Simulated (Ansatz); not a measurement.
Run report: Ir, geometry relaxation (part 2 of 2)

Ir (P1, 4 atoms in the cell); DFT PBEsol, scalar-relativistic, plane waves, PAW, no spin polarisation (Ansatz 0.2.0); cutoff 420 eV, 14×14×14 k-mesh, Gaussian smearing of 0.15 eV. The structure derives from a Materials Project entry. It belongs to a series of runs on one base structure; here: all atoms moved at random, sigma 0.02 A a component; relaxed back.

Geometry of the input (Å; fractional positions):
```
-2.7191  0.0000  0.0000
0.0000  4.7095  0.0000
1.3595  -2.3548  -4.4079
Ir 0.1251  0.7921  0.2466
Ir 0.6238  0.2921  0.2559
Ir 0.8808  0.2105  0.7465
Ir 0.3704  0.7054  0.7511
```

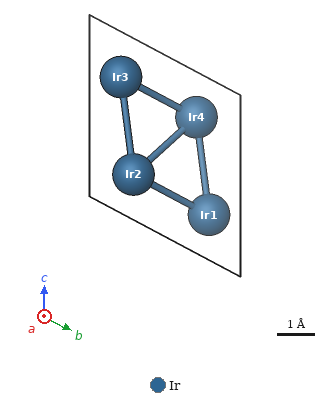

*The geometry at step 3 of the log (ball-and-stick view of the cell of the calculation, along the a axis; atoms are numbered from 1 in the order of the input).*

## The program's output, continued
```
SCF iter   1: F=—  HF=-47195.848426 eV  |F-HF|=—  |Δ(HF+E_count)|=         —  Δρ=6.90e-5  dr2=1.45e-6  ethr=2.56e-9  ⟨swp⟩=3.0  Hψ=248010  notcnv=0
preconditioner: auto → Kerker (q_TF=auto, 2.814 Å⁻¹)  [metal: Δε(μ)=0.002 eV  Ē_g=7.199 eV  σ=0.150 eV  W_gap=0.01  n_scr=20 (ndim 8)  ℏωp=29.7 eV  f_vac=0.000  D(μ)=4.43/eV (n_scr^D=46)]
SCF iter   2: F=—  HF=-47195.848431 eV  |F-HF|=—  |Δ(HF+E_count)|=   5.00e-6  Δρ=3.76e-5  dr2=4.81e-7  ethr=2.14e-9  ⟨swp⟩=1.0  Hψ=56416  notcnv=0
iter 3 did not close the SCF: its close was put off for the readings that it lacked (scf_convergence_deferred on its scf_iter line)
SCF iter   3: F=-47195.848430 eV  HF=-47195.848430 eV  |F-HF|=7.66e-9  |Δ(HF+E_count)|=   8.55e-8  Δρ=4.13e-6  dr2=1.19e-8  ethr=7.08e-10  ⟨swp⟩=2.0  Hψ=78090  notcnv=0
iter 4 did not close the SCF: its close was put off for the readings that it lacked (scf_convergence_deferred on its scf_iter line)
SCF iter   4: F=-47195.848430 eV  HF=-47195.848430 eV  |F-HF|=1.46e-10  |Δ(HF+E_count)|=   3.30e-9  Δρ=7.51e-7  dr2=2.84e-10  ethr=1.75e-11  ⟨swp⟩=2.0  Hψ=80668  notcnv=0
iter 5 did not close the SCF: its close was put off for the readings that it lacked (scf_convergence_deferred on its scf_iter line)
SCF iter   5: F=-47195.848430 eV  HF=-47195.848430 eV  |F-HF|=7.28e-12  |Δ(HF+E_count)|=  6.55e-11  Δρ=1.43e-7  dr2=1.40e-11  ethr=1.00e-12  ⟨swp⟩=1.0  Hψ=56424  notcnv=0
SCF iter   6: F=-47195.848430 eV  HF=-47195.848430 eV  |F-HF|=1.46e-11  |Δ(HF+E_count)|=  1.46e-11  Δρ=3.16e-8  dr2=5.64e-13  ethr=1.00e-12  ⟨swp⟩=1.0  Hψ=118354  notcnv=0
SCF 5 converged in 6 iterations: F = -47195.848430 eV  dr2 = 5.64e-13
relax step   5: F+E_penalty+E_count = -47195.84843044 eV  Δ(F+E_penalty+E_count) = -3.202e-5 eV  max|allowed force component| = 7.185e-4 eV/Å  Δτ_max = 0.0003 Å  P = -0.001 GPa  Ω = 56.460 Å³  energy of the carried Pulay correction = -6.076e-6 eV  (6 SCF iters, dr2 threshold 3.58e-7 eV, accepted)
Initial wavefunctions: pseudopotential atomic-orbital guess (no wavefunctions were taken with the density)
iter 1 solved again at ethr=3.06e-8 eV; its pass at ethr=3.10e-3 eV (dr2=2.08e-5 eV) is discarded
SCF iter   1: F=—  HF=-47195.848431 eV  |F-HF|=—  |Δ(HF+E_count)|=         —  Δρ=2.78e-6  dr2=7.10e-10  ethr=3.06e-8  ⟨swp⟩=3.7  Hψ=331742  notcnv=0
eigensolver tolerance schedule: the retry pair's looser diagonalisation over-reported the residual by 29333.71 of it (diagonalisation noise at 0.41 of the residual, at the tolerance the schedule requests for it); recorded, not acted on — ethr = c·dr2/N_el stays at c = 1.0e-1
SCF iter   2: F=—  HF=-47195.848438 eV  |F-HF|=—  |Δ(HF+E_count)|=   6.80e-6  Δρ=1.42e-6  dr2=1.66e-10  ethr=1.04e-12  ⟨swp⟩=3.0  Hψ=137846  notcnv=0
iter 3 did not close the SCF: its close was put off for the readings that it lacked (scf_convergence_deferred on its scf_iter line)
SCF iter   3: F=-47195.848438 eV  HF=-47195.848438 eV  |F-HF|=0.00e0  |Δ(HF+E_count)|=  2.91e-11  Δρ=2.12e-7  dr2=5.16e-12  ethr=1.00e-12  ⟨swp⟩=1.0  Hψ=56416  notcnv=0
iter 4 did not close the SCF: its close was put off for the readings that it lacked (scf_convergence_deferred on its scf_iter line)
SCF iter   4: F=-47195.848438 eV  HF=-47195.848438 eV  |F-HF|=7.28e-12  |Δ(HF+E_count)|=    0.00e0  Δρ=4.86e-8  dr2=5.52e-13  ethr=1.00e-12  ⟨swp⟩=1.0  Hψ=56416  notcnv=0
iter 5 did not close the SCF: its close was put off for the readings that it lacked (scf_convergence_deferred on its scf_iter line)
SCF iter   5: F=-47195.848438 eV  HF=-47195.848438 eV  |F-HF|=7.28e-12  |Δ(HF+E_count)|=    0.00e0  Δρ=5.13e-9  dr2=1.02e-14  ethr=1.00e-12  ⟨swp⟩=1.0  Hψ=56416  notcnv=0
iter 6 did not close the SCF: its close was put off for the readings that it lacked (scf_convergence_deferred on its scf_iter line)
SCF iter   6: F=-47195.848438 eV  HF=-47195.848438 eV  |F-HF|=0.00e0  |Δ(HF+E_count)|=  7.28e-12  Δρ=1.32e-9  dr2=5.95e-16  ethr=1.00e-12  ⟨swp⟩=1.0  Hψ=56416  notcnv=0
SCF iter   7: F=-47195.848438 eV  HF=-47195.848438 eV  |F-HF|=1.46e-11  |Δ(HF+E_count)|=  7.28e-12  Δρ=2.37e-10  dr2=3.10e-17  ethr=1.00e-12  ⟨swp⟩=1.0  Hψ=118336  notcnv=0
SCF 6 converged in 7 iterations: F = -47195.848438 eV  dr2 = 3.10e-17
relax step   6: F+E_penalty+E_count = -47195.84843787 eV  Δ(F+E_penalty+E_count) = -7.425e-6 eV  max|allowed force component| = 7.187e-4 eV/Å  Δτ_max = 0.0000 Å  P = -0.001 GPa  Ω = 56.460 Å³  stress off target by 6.63e-3 GPa  SCF on the basis re-selected at this cell (its energy is not comparable with the rows above)  (7 SCF iters)
basis re-selected at this cell: Δ(F+E_penalty+E_count) = -7.425e-6 eV, ΔP = -0.000 GPa vs the last step (what re-selecting the basis moved, of the pressure what is left beyond the Pulay correction that the steps carried, after the strain that the cell walked since its last selection, with what the two solves' SCF thresholds leave and, on support functions, any second-order correction that the steps lacked; it is no measure of the basis error at this ecutwfc). This SCF's stress stands 6.63e-3 GPa from its target on what of the cell is left free (relax.cell.stress_tol is 1.00e-1 GPa) and its largest allowed force component is 7.19e-4 eV/Å (relax.f_tol is 1.00e-2 eV/Å): within both
SCF converged after 7 iterations
Free energy (F): -47195.848438 eV
Harris-Foulkes:  -47195.848438 eV  (|F-HF|=1.46e-11)
Internal energy: -47195.798654 eV  (E = F + TS)
E sigma→0 (E₀):  -47195.823546 eV
Entropy (-TS):   -0.049784 eV (-12.446 meV/atom)
Fermi energy:    25.847858 eV
--- Per-component energies (eV) ---
  E_band       = -336.350497
  E_kinetic    = 2493.840019
  E_local      = -4256.165490  (includes V_loc(G=0)·N_el)
  E_nonlocal   = 303.301478
  E_hartree    = 1630.010316
  E_xc         = -1066.396211
  E_vxc        = -1199.307940  (∫ρ·V_xc dr)
  E_paw        = -36354.935517  (= ΣΔE_a)
  E_vpaw       = -938.039403  (= ΣTr[D̂ρ^β])
  E_aug_tail   = 0.000206  (compensation charges beyond the density's cutoff)
  E_ewald      = -9946.514594
  E_core_change = 1.061139  (= ΣΔE_core)
  E_smearing   = -0.049784  (= −TS)
  E_closure    = -0.000000  (closes the sum)
  Σ components = -47195.848438   (vs F -47195.848438, Δ=0.00e0)
--- Forces (eV/Å), atoms counted from 1 ---
  atom   1  Ir     0.00063757    -0.00003124     0.00000150
  atom   2  Ir     0.00068348    -0.00021343    -0.00032449
  atom   3  Ir    -0.00071870     0.00017774     0.00020884
  atom   4  Ir    -0.00060236     0.00006694     0.00011415
  max |Σ_I F_I| component: 2.95e-11 eV/Å
--- Stress (GPa, compression-positive) ---
       -0.002275       0.001733      -0.001529
        0.001733      -0.000425       0.004410
       -0.001529       0.004410      -0.001536
  P = ⅓ Tr σ = -0.0014 GPa (-0.014 kbar)
--- Band table (eV; the first three rows and the last of 1376) ---
  k-point 0: bands = ["-67.1557", "-67.0868", "-67.0780", "-67.0780", "-24.4247", "-24.3692", "-24.3691", "-23.8263", "-23.8262", "-23.8034", "-23.8034", "-23.7195", "-23.7152", "-23.6119", "-23.6020", "-23.5986", "14.5212", "17.5854", "17.9415", "17.9416", "19.7930", "19.7932", "21.8576", "21.9473", "21.9752", "22.6137", "22.6435", "23.4415", "23.4455", "23.6774", "23.6777", "24.8364", "24.8367", "24.9550", "26.1236", "26.1372", "26.8431", "26.8433", "27.8671", "27.8673", "32.9257"]
  k-point 1: bands = ["-67.1549", "-67.0876", "-67.0805", "-67.0755", "-24.4150", "-24.3814", "-24.3482", "-23.8572", "-23.8245", "-23.8044", "-23.7821", "-23.7180", "-23.7138", "-23.6226", "-23.6035", "-23.6001", "14.5797", "17.5898", "17.7741", "18.1510", "19.6505", "19.9566", "21.8295", "21.9183", "21.9456", "22.5824", "22.6121", "23.1745", "23.5172", "23.5206", "24.1150", "24.2256", "24.7284", "25.5780", "26.1238", "26.1370", "26.8044", "26.8820", "27.2182", "28.4892", "33.2352"]
  k-point 2: bands = ["-67.1523", "-67.0902", "-67.0829", "-67.0732", "-24.3861", "-24.3843", "-24.3202", "-23.8958", "-23.8446", "-23.7922", "-23.7619", "-23.7137", "-23.7095", "-23.6539", "-23.6079", "-23.6044", "14.7527", "17.5978", "17.6817", "18.3277", "19.6347", "20.0563", "21.7496", "21.8511", "21.8775", "22.4945", "22.5241", "22.7303", "23.5064", "23.7216", "23.7238", "24.1482", "24.7991", "25.9823", "26.1169", "26.1291", "26.7680", "26.8592", "26.9189", "29.0388", "33.5444"]
  k-point 1375: bands = ["-67.0898", "-67.0783", "-67.0783", "-67.0669", "-24.3648", "-24.3648", "-24.3140", "-24.1892", "-24.0762", "-23.8993", "-23.8259", "-23.8259", "-23.8099", "-23.8048", "-23.8047", "-23.7089", "17.9407", "17.9407", "18.1746", "18.3169", "18.8631", "19.7888", "19.7889", "21.6762", "22.2337", "22.3331", "22.8195", "23.6869", "23.6870", "24.8234", "24.8235", "26.5875", "26.8394", "26.8395", "26.8534", "27.0105", "27.8677", "27.8677", "28.8258", "30.2768", "33.5132"]
--- Relaxed structure (5 steps of the walk, 5 accepted, 1 SCFs on fresh bases) ---
  F+E_penalty+E_count = -47195.84843787 eV   max|allowed force component| = 7.187e-4 eV/Å   (the final SCF, on the basis selected at the relaxed cell)
  cell:  # Å, volume = 56.4600 Å³
    - [-2.72060772706395, 1.825342333834528e-5, -1.98025105231315e-5]
    - [-3.1615856634147346e-5, 4.705907932022002, -9.843704031275603e-5]
    - [1.3602875690847314, -2.35287095985203, -4.409868617900025]
  atoms:
    - { symbol: Ir, position: [0.12502301487774672, 0.791528179445635, 0.2500008893175537] }
    - { symbol: Ir, position: [0.6250220551011602, 0.29152762774760216, 0.24999637955904994] }
    - { symbol: Ir, position: [0.8749759535658792, 0.20847237054442289, 0.7500016250835998] }
    - { symbol: Ir, position: [0.3749789764552141, 0.7084718221623401, 0.7500011060397966] }
```

## Trajectory as extended XYZ (Å, eV, eV/Å), 6 frames, from step=1 to step=6
```
4
Lattice="-2.7191 0.0000 0.0000 0.0000 4.7095 0.0000 1.3595 -2.3548 -4.4079" Properties=species:S:1:pos:R:3:forces:R:3 step=1 energy=-47195.81783 pressure_GPa=0.52
Ir   -0.0049    3.1499   -1.0868    0.0741  -0.2951  -0.3132
Ir   -1.3483    0.7730   -1.1278   -0.1245   0.3114   0.6223
Ir   -1.3799   -0.7667   -3.2907    0.2460  -0.5168  -0.3956
Ir    0.0141    1.5534   -3.3106   -0.1957   0.5006   0.0865
4
Lattice="-2.7231 -0.0010 -0.0009 0.0017 4.6978 -0.0052 1.3593 -2.3435 -4.4060" Properties=species:S:1:pos:R:3:forces:R:3 step=2 energy=-47195.83656 pressure_GPa=0.54
Ir    0.0023    3.1293   -1.1179   -0.0266   0.1400   0.2076
Ir   -1.3695    0.7883   -1.0841    0.1070  -0.1531  -0.4299
Ir   -1.3500   -0.7869   -3.3184   -0.1718   0.2593   0.2877
Ir   -0.0070    1.5758   -3.3038    0.0914  -0.2463  -0.0653
4
Lattice="-2.7212 -0.0006 -0.0007 0.0010 4.7085 -0.0035 1.3590 -2.3507 -4.4093" Properties=species:S:1:pos:R:3:forces:R:3 step=3 energy=-47195.84826 pressure_GPa=-0.42
Ir    0.0002    3.1388   -1.1049    0.0029   0.0051  -0.0035
Ir   -1.3609    0.7845   -1.1041    0.0037  -0.0012   0.0065
Ir   -1.3614   -0.7817   -3.3083   -0.0030  -0.0033   0.0006
Ir   -0.0002    1.5729   -3.3096   -0.0037  -0.0006  -0.0036
4
Lattice="-2.7200 0.0003 -0.0001 -0.0005 4.7043 -0.0008 1.3600 -2.3516 -4.4083" Properties=species:S:1:pos:R:3:forces:R:3 step=4 energy=-47195.84840 pressure_GPa=0.31
Ir   -0.0005    3.1358   -1.1025    0.0008  -0.0022  -0.0034
Ir   -1.3601    0.7838   -1.1027   -0.0011   0.0011   0.0060
Ir   -1.3602   -0.7827   -3.3063    0.0021  -0.0029  -0.0038
Ir   -0.0002    1.5692   -3.3069   -0.0017   0.0040   0.0012
4
Lattice="-2.7206 0.0000 -0.0000 -0.0000 4.7059 -0.0001 1.3603 -2.3529 -4.4099" Properties=species:S:1:pos:R:3:forces:R:3 step=5 energy=-47195.84843 pressure_GPa=-0.00
Ir   -0.0001    3.1366   -1.1026    0.0006   0.0000   0.0000
Ir   -1.3604    0.7837   -1.1025    0.0007  -0.0002  -0.0003
Ir   -1.3603   -0.7836   -3.3074   -0.0007   0.0002   0.0002
Ir    0.0000    1.5694   -3.3075   -0.0006   0.0001   0.0001
4
Lattice="-2.7206 0.0000 -0.0000 -0.0000 4.7059 -0.0001 1.3603 -2.3529 -4.4099" Properties=species:S:1:pos:R:3:forces:R:3 step=6 energy=-47195.84844 pressure_GPa=-0.00
Ir   -0.0001    3.1366   -1.1026    0.0006   0.0000   0.0000
Ir   -1.3604    0.7837   -1.1025    0.0007  -0.0002  -0.0003
Ir   -1.3603   -0.7836   -3.3074   -0.0007   0.0002   0.0002
Ir    0.0000    1.5694   -3.3075   -0.0006   0.0001   0.0001
```

## Key numbers

- outcome: converged
- space group (tolerance 0.01 Å): P1 (1) → P6₃/mmc (194)
- electrons treated: 68
- free energy: −47195.8484 eV
- Fermi energy: 25.848 eV
- gap on the k-point mesh: none (metallic)
- pressure: 0.00 GPa
- final volume: 56.46 Å³
- largest force (length of the vector) at the end: 0.001 eV/Å
- final cell: a = 2.721 Å, b = 4.706 Å, c = 5.180 Å, α = 117.01°, β = 105.22°, γ = 90.00°
- hardware: 2 threads of Arm Neoverse V2, 128 GiB of memory available, shared host
- wall time: 15 min (CPU time 29 min)
- peak memory: 2.3 GiB

## Remarks

Spin–orbit coupling is left out, which matters for Ir.
